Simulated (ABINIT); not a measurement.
# Geometry relaxation, with input and output: PbSe (part 2 of 2)

The same run, continued: PbSe (Fm-3m, 2 atoms in the cell); Kohn-Sham DFT of a periodic cell, PBE, PseudoDojo NC SR PBE v0.4.1 standard, no spin polarisation (ABINIT 10.8.3); cutoff 1170.09 eV, 6×6×6 k-mesh, fermi-dirac of 0.05 eV. The structure derives from an entry of the Crystallography Open Database.

Geometry of the input (Å; fractional positions):
```
0.0000  3.0606  3.0606
3.0606  0.0000  3.0606
3.0606  3.0606  0.0000
Pb 0.0000  0.0000  0.0000
Se 0.5000  0.5000  0.5000
```

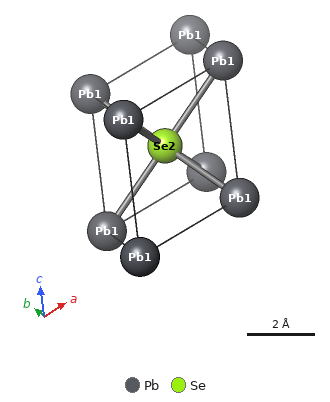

**Figure 1.** The geometry at step 2 of the log (ball-and-stick view of the cell of the calculation, seen slightly off an axis; atoms are numbered from 1 in the order of the input).

**Log, continued**
```
 Cartesian coordinates (xcart) [bohr]
  0.00000000000000E+00  0.00000000000000E+00  0.00000000000000E+00
  5.79778885727452E+00  5.79778885727452E+00  5.79778885727452E+00
 Reduced coordinates (xred)
  0.00000000000000E+00  0.00000000000000E+00  0.00000000000000E+00
  5.00000000000000E-01  5.00000000000000E-01  5.00000000000000E-01
 Cartesian forces (fcart) [Ha/bohr]; max,rms= 0.00000E+00 0.00000E+00 (free atoms)
 -0.00000000000000E+00 -0.00000000000000E+00 -0.00000000000000E+00
 -0.00000000000000E+00 -0.00000000000000E+00 -0.00000000000000E+00
 Gradient of E wrt nuclear positions in reduced coordinates (gred)
  0.00000000000000E+00  0.00000000000000E+00  0.00000000000000E+00
  0.00000000000000E+00  0.00000000000000E+00  0.00000000000000E+00
 Scale of Primitive Cell (acell) [bohr]
  8.19931163373323E+00  8.19931163373323E+00  8.19931163373323E+00
 Real space primitive translations (rprimd) [bohr]
  0.00000000000000E+00  5.79778885727452E+00  5.79778885727452E+00
  5.79778885727452E+00  0.00000000000000E+00  5.79778885727452E+00
  5.79778885727452E+00  5.79778885727452E+00  0.00000000000000E+00
 Unitary Cell Volume (ucvol) [Bohr^3]=  3.89777873073163E+02
 Angles (23,13,12)= [degrees]
  6.00000000000000E+01  6.00000000000000E+01  6.00000000000000E+01
 Lengths [Bohr]
  8.19931163373323E+00  8.19931163373323E+00  8.19931163373323E+00
 Stress tensor in cartesian coordinates (strten) [Ha/bohr^3]
 -6.69293509861675E-05  0.00000000000000E+00  0.00000000000000E+00
  0.00000000000000E+00 -6.69293509861658E-05  0.00000000000000E+00
  0.00000000000000E+00  0.00000000000000E+00 -6.69293509861658E-05
 Total energy (etotal) [Ha]= -1.91659850851825E+02

 Difference of energy with previous step (new-old):
           Absolute (Ha)=-2.07721E-04
           Relative     =-1.08380E-06

--- Iteration: ( 3/50) Internal Cycle: (1/1)
--------------------------------------------------------------------------------

---SELF-CONSISTENT-FIELD CONVERGENCE--------------------------------------------

--- !BeginCycle
iteration_state: {dtset: 1, itime: 3, icycle: 1, }
solver: {iscf: 7, nstep: 80, nline: 4, wfoptalg: 0, }
tolerances: {tolvrs: 1.00E-12, }
...

     iter   Etot(hartree)      deltaE(h)  residm     vres2
 ETOT  1  -191.57725108391    -1.916E+02 1.977E-06 1.030E+03
 ETOT  2  -191.64345280676    -6.620E-02 7.106E-06 2.503E+02
 ETOT  3  -191.66025084513    -1.680E-02 3.475E-04 3.352E+00
 ETOT  4  -191.66033928229    -8.844E-05 7.961E-06 1.860E-01
 ETOT  5  -191.66034746711    -8.185E-06 4.258E-07 8.855E-03
 ETOT  6  -191.66034781436    -3.473E-07 3.456E-07 2.389E-04
 ETOT  7  -191.66034782770    -1.334E-08 1.816E-08 8.831E-06
 ETOT  8  -191.66034782807    -3.674E-10 9.608E-08 2.376E-07
 ETOT  9  -191.66034782806     1.168E-11 5.229E-09 1.595E-09
 ETOT 10  -191.66034782807    -1.637E-11 2.830E-08 1.066E-11
 ETOT 11  -191.66034782807     1.705E-12 1.513E-09 1.779E-13

 At SCF step   11       vres2   =  1.78E-13 < tolvrs=  1.00E-12 =>converged.

 Cartesian components of stress tensor (hartree/bohr^3)
  sigma(1 1)= -3.48295750E-06  sigma(3 2)=  0.00000000E+00
  sigma(2 2)= -3.48295750E-06  sigma(3 1)=  0.00000000E+00
  sigma(3 3)= -3.48295750E-06  sigma(2 1)=  0.00000000E+00

--- !ResultsGS
iteration_state: {dtset: 1, itime: 3, icycle: 1, }
comment   : Summary of ground state results
lattice_vectors:
- [  0.0000000,   5.8689569,   5.8689569, ]
- [  5.8689569,   0.0000000,   5.8689569, ]
- [  5.8689569,   5.8689569,   0.0000000, ]
lattice_lengths: [   8.29996,    8.29996,    8.29996, ]
lattice_angles: [ 60.000,  60.000,  60.000, ] # degrees, (23, 13, 12)
lattice_volume:   4.0430840E+02
convergence: {deltae:  1.705E-12, res2:  1.779E-13, residm:  1.513E-09, diffor: null, }
etotal    :  -1.91660348E+02
entropy   :   0.00000000E+00
fermie    :   1.45914376E-01
cartesian_stress_tensor: # hartree/bohr^3
- [ -3.48295750E-06,   0.00000000E+00,   0.00000000E+00, ]
- [  0.00000000E+00,  -3.48295750E-06,   0.00000000E+00, ]
- [  0.00000000E+00,   0.00000000E+00,  -3.48295750E-06, ]
pressure_GPa:   1.0247E-01
xred      :
- [  0.0000E+00,   0.0000E+00,   0.0000E+00, Pb]
- [  5.0000E-01,   5.0000E-01,   5.0000E-01, Se]
cartesian_forces: # hartree/bohr
- [ -0.00000000E+00,  -0.00000000E+00,  -0.00000000E+00, ]
- [ -0.00000000E+00,  -0.00000000E+00,  -0.00000000E+00, ]
force_length_stats: {min:   0.00000000E+00, max:   0.00000000E+00, mean:   0.00000000E+00, }
...

 Integrated electronic density in atomic spheres:
 ------------------------------------------------
 Atom  Sphere_radius  Integrated_density
    1        2.00000         10.05670976
    2        2.00000         13.20910926

---OUTPUT-----------------------------------------------------------------------

 Cartesian coordinates (xcart) [bohr]
  0.00000000000000E+00  0.00000000000000E+00  0.00000000000000E+00
  5.86895694344837E+00  5.86895694344837E+00  5.86895694344837E+00
 Reduced coordinates (xred)
  0.00000000000000E+00  0.00000000000000E+00  0.00000000000000E+00
  5.00000000000000E-01  5.00000000000000E-01  5.00000000000000E-01
 Cartesian forces (fcart) [Ha/bohr]; max,rms= 0.00000E+00 0.00000E+00 (free atoms)
 -0.00000000000000E+00 -0.00000000000000E+00 -0.00000000000000E+00
 -0.00000000000000E+00 -0.00000000000000E+00 -0.00000000000000E+00
 Gradient of E wrt nuclear positions in reduced coordinates (gred)
  0.00000000000000E+00  0.00000000000000E+00  0.00000000000000E+00
  0.00000000000000E+00  0.00000000000000E+00  0.00000000000000E+00
 Scale of Primitive Cell (acell) [bohr]
  8.29995850640844E+00  8.29995850640844E+00  8.29995850640843E+00
 Real space primitive translations (rprimd) [bohr]
  0.00000000000000E+00  5.86895694344837E+00  5.86895694344837E+00
  5.86895694344837E+00  0.00000000000000E+00  5.86895694344837E+00
  5.86895694344837E+00  5.86895694344837E+00  0.00000000000000E+00
 Unitary Cell Volume (ucvol) [Bohr^3]=  4.04308401344164E+02
 Angles (23,13,12)= [degrees]
  6.00000000000000E+01  6.00000000000000E+01  6.00000000000000E+01
 Lengths [Bohr]
  8.29995850640844E+00  8.29995850640844E+00  8.29995850640843E+00
 Stress tensor in cartesian coordinates (strten) [Ha/bohr^3]
 -3.48295749578141E-06  0.00000000000000E+00  0.00000000000000E+00
  0.00000000000000E+00 -3.48295749578488E-06  0.00000000000000E+00
  0.00000000000000E+00  0.00000000000000E+00 -3.48295749579182E-06
 Total energy (etotal) [Ha]= -1.91660347828073E+02

 Difference of energy with previous step (new-old):
           Absolute (Ha)=-4.96976E-04
           Relative     =-2.59301E-06

--- Iteration: ( 4/50) Internal Cycle: (1/1)
--------------------------------------------------------------------------------

---SELF-CONSISTENT-FIELD CONVERGENCE--------------------------------------------

--- !BeginCycle
iteration_state: {dtset: 1, itime: 4, icycle: 1, }
solver: {iscf: 7, nstep: 80, nline: 4, wfoptalg: 0, }
tolerances: {tolvrs: 1.00E-12, }
...

     iter   Etot(hartree)      deltaE(h)  residm     vres2
 ETOT  1  -191.66008830960    -1.917E+02 4.923E-09 3.194E+00
 ETOT  2  -191.66029408732    -2.058E-04 1.498E-08 8.152E-01
 ETOT  3  -191.66034901232    -5.493E-05 1.234E-06 1.145E-02
 ETOT  4  -191.66034934566    -3.333E-07 2.654E-08 6.608E-04
 ETOT  5  -191.66034936668    -2.102E-08 2.179E-09 3.088E-05
 ETOT  6  -191.66034936857    -1.887E-09 1.876E-09 3.707E-07
 ETOT  7  -191.66034936856     8.981E-12 4.291E-10 7.268E-09
 ETOT  8  -191.66034936856     1.592E-12 6.237E-10 2.450E-10
 ETOT  9  -191.66034936855     4.974E-12 1.585E-10 1.650E-12
 ETOT 10  -191.66034936855     5.429E-12 2.681E-10 1.195E-14

 At SCF step   10       vres2   =  1.20E-14 < tolvrs=  1.00E-12 =>converged.

 Cartesian components of stress tensor (hartree/bohr^3)
  sigma(1 1)= -1.78892987E-07  sigma(3 2)=  0.00000000E+00
  sigma(2 2)= -1.78892987E-07  sigma(3 1)=  0.00000000E+00
  sigma(3 3)= -1.78892987E-07  sigma(2 1)=  0.00000000E+00

--- !ResultsGS
iteration_state: {dtset: 1, itime: 4, icycle: 1, }
comment   : Summary of ground state results
lattice_vectors:
- [  0.0000000,   5.8730177,   5.8730177, ]
- [  5.8730177,   0.0000000,   5.8730177, ]
- [  5.8730177,   5.8730177,   0.0000000, ]
lattice_lengths: [   8.30570,    8.30570,    8.30570, ]
lattice_angles: [ 60.000,  60.000,  60.000, ] # degrees, (23, 13, 12)
lattice_volume:   4.0514822E+02
convergence: {deltae:  5.429E-12, res2:  1.195E-14, residm:  2.681E-10, diffor: null, }
etotal    :  -1.91660349E+02
entropy   :   0.00000000E+00
fermie    :   1.45135587E-01
cartesian_stress_tensor: # hartree/bohr^3
- [ -1.78892987E-07,   0.00000000E+00,   0.00000000E+00, ]
- [  0.00000000E+00,  -1.78892987E-07,   0.00000000E+00, ]
- [  0.00000000E+00,   0.00000000E+00,  -1.78892987E-07, ]
pressure_GPa:   5.2632E-03
xred      :
- [  0.0000E+00,   0.0000E+00,   0.0000E+00, Pb]
- [  5.0000E-01,   5.0000E-01,   5.0000E-01, Se]
cartesian_forces: # hartree/bohr
- [ -0.00000000E+00,  -0.00000000E+00,  -0.00000000E+00, ]
- [ -0.00000000E+00,  -0.00000000E+00,  -0.00000000E+00, ]
force_length_stats: {min:   0.00000000E+00, max:   0.00000000E+00, mean:   0.00000000E+00, }
...

 Integrated electronic density in atomic spheres:
 ------------------------------------------------
 Atom  Sphere_radius  Integrated_density
    1        2.00000         10.06174726
    2        2.00000         13.21329725

---OUTPUT-----------------------------------------------------------------------

 Cartesian coordinates (xcart) [bohr]
  0.00000000000000E+00  0.00000000000000E+00  0.00000000000000E+00
  5.87301774519495E+00  5.87301774519495E+00  5.87301774519495E+00
 Reduced coordinates (xred)
  0.00000000000000E+00  0.00000000000000E+00  0.00000000000000E+00
  5.00000000000000E-01  5.00000000000000E-01  5.00000000000000E-01
 Cartesian forces (fcart) [Ha/bohr]; max,rms= 0.00000E+00 0.00000E+00 (free atoms)
 -0.00000000000000E+00 -0.00000000000000E+00 -0.00000000000000E+00
 -0.00000000000000E+00 -0.00000000000000E+00 -0.00000000000000E+00
 Gradient of E wrt nuclear positions in reduced coordinates (gred)
  0.00000000000000E+00  0.00000000000000E+00  0.00000000000000E+00
  0.00000000000000E+00  0.00000000000000E+00  0.00000000000000E+00
 Scale of Primitive Cell (acell) [bohr]
  8.30570134731256E+00  8.30570134731256E+00  8.30570134731256E+00
 Real space primitive translations (rprimd) [bohr]
  0.00000000000000E+00  5.87301774519495E+00  5.87301774519495E+00
  5.87301774519495E+00  0.00000000000000E+00  5.87301774519495E+00
  5.87301774519496E+00  5.87301774519496E+00  0.00000000000000E+00
 Unitary Cell Volume (ucvol) [Bohr^3]=  4.05148219662417E+02
 Angles (23,13,12)= [degrees]
  6.00000000000000E+01  6.00000000000000E+01  6.00000000000000E+01
 Lengths [Bohr]
  8.30570134731256E+00  8.30570134731256E+00  8.30570134731256E+00
 Stress tensor in cartesian coordinates (strten) [Ha/bohr^3]
 -1.78892986542334E-07  0.00000000000000E+00  0.00000000000000E+00
  0.00000000000000E+00 -1.78892986540599E-07  0.00000000000000E+00
  0.00000000000000E+00  0.00000000000000E+00 -1.78892986530191E-07
 Total energy (etotal) [Ha]= -1.91660349368547E+02

 Difference of energy with previous step (new-old):
           Absolute (Ha)=-1.54047E-06
           Relative     =-8.03752E-09

 At Broyd/MD step   4, gradients are converged :
  max grad (force/stress) = 1.7889E-05 < tolmxf= 2.0000E-05 ha/bohr (free atoms)

================================================================================

 ----iterations are completed or convergence reached----

 Mean square residual over all n,k,spin=   88.206E-14; max=  26.814E-11
 reduced coordinates (array xred) for    2 atoms
       0.000000000000      0.000000000000      0.000000000000
       0.500000000000      0.500000000000      0.500000000000
 rms dE/dt=  0.0000E+00; max dE/dt=  0.0000E+00; dE/dt below (all hartree)
    1       0.000000000000      0.000000000000      0.000000000000
    2       0.000000000000      0.000000000000      0.000000000000

 cartesian coordinates (angstrom) at end:
    1      0.00000000000000     0.00000000000000     0.00000000000000
    2      3.10786714787768     3.10786714787768     3.10786714787768

 cartesian forces (hartree/bohr) at end:
    1     -0.00000000000000    -0.00000000000000    -0.00000000000000
    2     -0.00000000000000    -0.00000000000000    -0.00000000000000
 frms,max,avg= 0.0000000E+00 0.0000000E+00   0.000E+00  0.000E+00  0.000E+00 h/b

 cartesian forces (eV/Angstrom) at end:
    1     -0.00000000000000    -0.00000000000000    -0.00000000000000
    2     -0.00000000000000    -0.00000000000000    -0.00000000000000
 frms,max,avg= 0.0000000E+00 0.0000000E+00   0.000E+00  0.000E+00  0.000E+00 e/A
 length scales=  8.305701347313  8.305701347313  8.305701347313 bohr
              =  4.395187870582  4.395187870582  4.395187870582 angstroms
 Fermi (or HOMO) energy (hartree) =   0.14514   Average Vxc (hartree)=  -0.35915
 Eigenvalues (hartree) for nkpt=  16  k points:
 kpt#   1, nband= 19, wtk=  0.00463, kpt=  0.0000  0.0000  0.0000 (reduced coord)
  -1.59233   -1.59233   -1.59226   -1.59226   -1.59226   -0.47717   -0.47717   -0.47717
  -0.47689   -0.47689   -0.34741   -0.09612    0.07712    0.07712    0.07712    0.30773
   0.30773    0.30773    0.38195
      occupation numbers for kpt#   1
   2.00000    2.00000    2.00000    2.00000    2.00000    2.00000    2.00000    2.00000
   2.00000    2.00000    2.00000    2.00000    2.00000    2.00000    2.00000    0.00000
   0.00000    0.00000    0.00000
 prteigrs : prtvol=0 or 1, do not print more k-points.

--- !EnergyTerms
iteration_state     : {dtset: 1, itime: 4, icycle: 1, }
comment             : Components of total free energy in Hartree
kinetic             :  1.12924589315442E+02
hartree             :  5.10303402919999E+01
xc                  : -4.41915267636234E+01
Ewald energy        : -1.08996690500638E+02
psp_core            :  5.48320194402985E+00
local_psp           : -1.40378600035645E+02
non_local_psp       : -6.75316546733816E+01
internal            : -1.91660340421816E+02
'-kT*entropy'       : -8.94673078574357E-06
total_energy        : -1.91660349368547E+02
total_energy_eV     : -5.21534379470719E+03
band_energy         : -2.12658919277150E+01
...

 Cartesian components of stress tensor (hartree/bohr^3)
  sigma(1 1)= -1.78892987E-07  sigma(3 2)=  0.00000000E+00
  sigma(2 2)= -1.78892987E-07  sigma(3 1)=  0.00000000E+00
  sigma(3 3)= -1.78892987E-07  sigma(2 1)=  0.00000000E+00

-Cartesian components of stress tensor (GPa)         [Pressure=  5.2632E-03 GPa]
- sigma(1 1)= -5.26321338E-03  sigma(3 2)=  0.00000000E+00
- sigma(2 2)= -5.26321338E-03  sigma(3 1)=  0.00000000E+00
- sigma(3 3)= -5.26321338E-03  sigma(2 1)=  0.00000000E+00

== END DATASET(S) ==============================================================
================================================================================

 -outvars: echo values of variables after computation  --------
            acell      8.3057013473E+00  8.3057013473E+00  8.3057013473E+00 Bohr
           etotal     -1.9166034937E+02
            fcart     -0.0000000000E+00 -0.0000000000E+00 -0.0000000000E+00
                      -0.0000000000E+00 -0.0000000000E+00 -0.0000000000E+00
            rprim      0.0000000000E+00  7.0710678119E-01  7.0710678119E-01
                       7.0710678119E-01  0.0000000000E+00  7.0710678119E-01
                       7.0710678119E-01  7.0710678119E-01  0.0000000000E+00
           strten     -1.7889298654E-07 -1.7889298654E-07 -1.7889298653E-07
                       0.0000000000E+00  0.0000000000E+00  0.0000000000E+00
           xangst      0.0000000000E+00  0.0000000000E+00  0.0000000000E+00
                       3.1078671479E+00  3.1078671479E+00  3.1078671479E+00
             xred      0.0000000000E+00  0.0000000000E+00  0.0000000000E+00
                       5.0000000000E-01  5.0000000000E-01  5.0000000000E-01
 Calculation completed.
```

**Trajectory as extended XYZ (Å, eV, eV/Å), 4 frames, from step=0 to step=3**
```
2
Lattice="0.0000 3.0606 3.0606 3.0606 0.0000 3.0606 3.0606 3.0606 0.0000" Properties=species:S:1:pos:R:3:forces:R:3 step=0 energy=-5215.32458
Pb    0.0000    0.0000    0.0000    0.0000   0.0000   0.0000
Se    3.0606    3.0606    3.0606    0.0000   0.0000   0.0000
2
Lattice="0.0000 3.0681 3.0681 3.0681 0.0000 3.0681 3.0681 3.0681 0.0000" Properties=species:S:1:pos:R:3:forces:R:3 step=1 energy=-5215.33023
Pb    0.0000    0.0000    0.0000    0.0000   0.0000   0.0000
Se    3.0681    3.0681    3.0681    0.0000   0.0000   0.0000
2
Lattice="0.0000 3.1057 3.1057 3.1057 0.0000 3.1057 3.1057 3.1057 0.0000" Properties=species:S:1:pos:R:3:forces:R:3 step=2 energy=-5215.34375
Pb    0.0000    0.0000    0.0000    0.0000   0.0000   0.0000
Se    3.1057    3.1057    3.1057    0.0000   0.0000   0.0000
2
Lattice="0.0000 3.1079 3.1079 3.1079 0.0000 3.1079 3.1079 3.1079 0.0000" Properties=species:S:1:pos:R:3:forces:R:3 step=3 energy=-5215.34379
Pb    0.0000    0.0000    0.0000    0.0000   0.0000   0.0000
Se    3.1079    3.1079    3.1079    0.0000   0.0000   0.0000
```

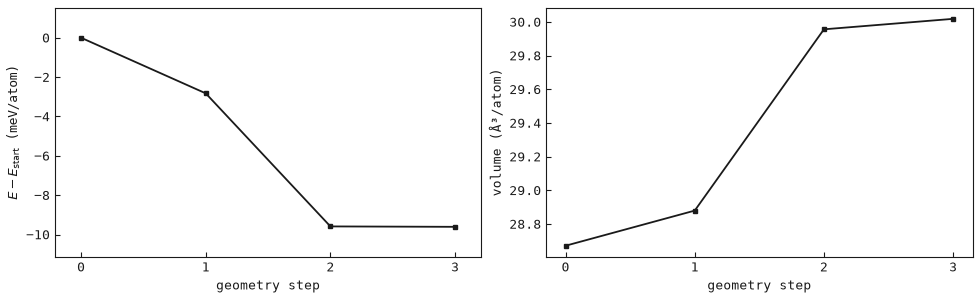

**Figure 2.** Progress of the relaxation, step by step (steps are counted from 0).

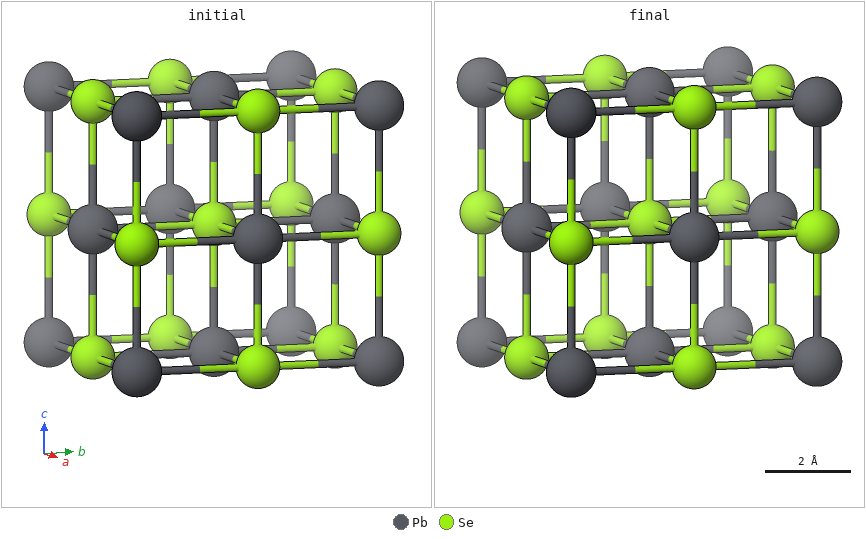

**Figure 3.** Before (left) and after (right) the relaxation, at one scale (ball-and-stick view of the cell 4 times as large as that of the calculation, set on its symmetry axes, seen slightly off an axis). After 3 geometry steps the energy has fallen by 9.6 meV per atom. All forces vanish by symmetry, so only the cell relaxes. The atoms keep their places relative to the cell (all moves are under 0.005 Å). The drawn cell changes as follows: a = b = c 6.121 → 6.216 Å (+1.5 %); the volume changes by +4.7 %. Among the contacts that change: Pb1–Se2 3.061 → 3.108 Å. The space group stays Fm-3m (No. 225). (Atoms are counted from 1 in the order of the input.)
